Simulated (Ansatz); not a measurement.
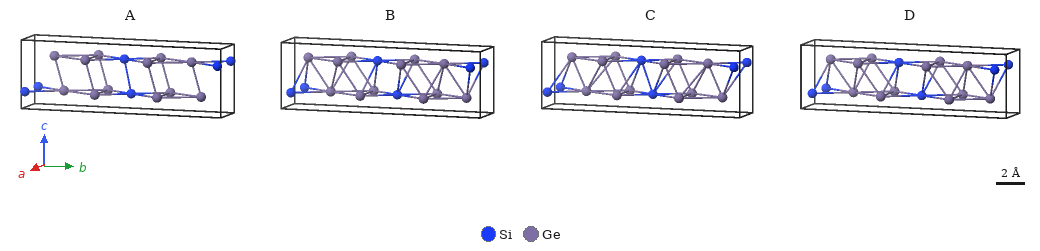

4 geometries from one relaxation of solid SiGe2 (a generated structure, set up in Cmcm) (coarse preliminary run), in shuffled order. Style: ball-and-stick. Shown: the conventional cell (2 times the calculation's cell), slightly off an axis. Lengths and directions refer to the drawn axes.

Method: Ansatz 0.2.0, DFT PBE, scalar-relativistic, plane waves, PAW. Set-up: plane-wave cutoff 420 eV; k-point mesh 6 × 6 × 4; occupations gaussian; smearing width 0.1 eV; no spin polarisation; cell and atoms relaxed; force threshold 0.04 eV/Å; at most 70 steps.

Q: Order the frames from highest to lowest energy.

A: D, B, C, A. They are steps 0, 3, 5, 11, at +0.632 eV per cell of the calculation, +0.421 eV per cell of the calculation, +0.181 eV per cell of the calculation relative to the last. The largest moves relative to the cell, 0.64 Å, are those of Ge atoms. By element the largest moves are Ge 0.64 Å, Si 0.58 Å. Cell: a 2.995 → 2.896 Å (−3.3 %), b 15.564 → 15.134 Å (−2.8 %), c 4.613 → 4.967 Å (+7.7 %). Volume +1.2 %. Among the contacts that change: Ge–Ge 2.883 → 3.573 Å, Ge–Si 2.883 → 3.363 Å, Si–Si 2.883 → 2.537 Å, Ge–Si 2.995 → 2.688 Å. Among the angles between lasting bonds that change: Ge–Ge–Ge 106.3° → 147.8°. The space group stays Cmcm (No. 63). After 9 accepted moves (11 points after the start) the energy has fallen by 0.632 eV per cell of the calculation. Largest force component: 0.55 eV/Å at the start, 0.0097 eV/Å at the end. Pressure: 0.03 GPa at the start and 0.07 GPa at the end. The line search rejected the trial step at point 7 of the run. The SCF was repeated once at an unchanged geometry on a basis and grid sized afresh for the cell, which shifted the energy by 1.3 meV per cell of the calculation at most. Cost: 2.1 min on 1 thread of Arm Neoverse V1 (shared host), peak memory 0.43 GiB.
